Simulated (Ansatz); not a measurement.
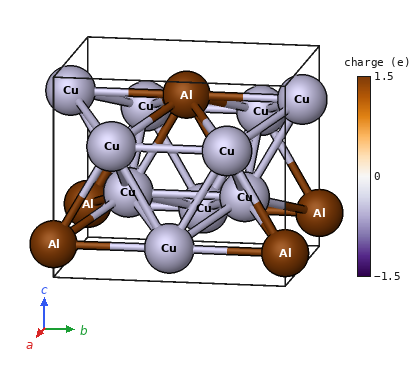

A ball-and-stick rendering, viewed slightly off an axis. Thin lines show the simulation cell, with boundary atoms drawn in all their periodic places. The atoms of this AlCu₃ cell are coloured by their Bader charge.

Method used: DFT r2SCAN, scalar-relativistic, plane waves, PAW in Ansatz. It ran with plane waves to 500 eV, Brillouin-zone sampling on a 10×8×8 mesh, Gaussian smearing of 0.1 eV, no spin polarisation.

Q: Summarise the charge transfer.

A: Most positive: Al; most negative: Cu. Charges: about Al +1.5 e; Cu -0.5 e.

The structure was taken from a structure listed in the Materials Project. Earlier steps of the study, as a rule a relaxation of our own, may have changed the cell and positions, so they can lie some per cent off the listed ones. A calculation with Ansatz used it as input.

At this level of theory the run's own cell isn't at rest (stretched, at -5 GPa), so its distances can differ from those at equilibrium, the more so the softer the solid.
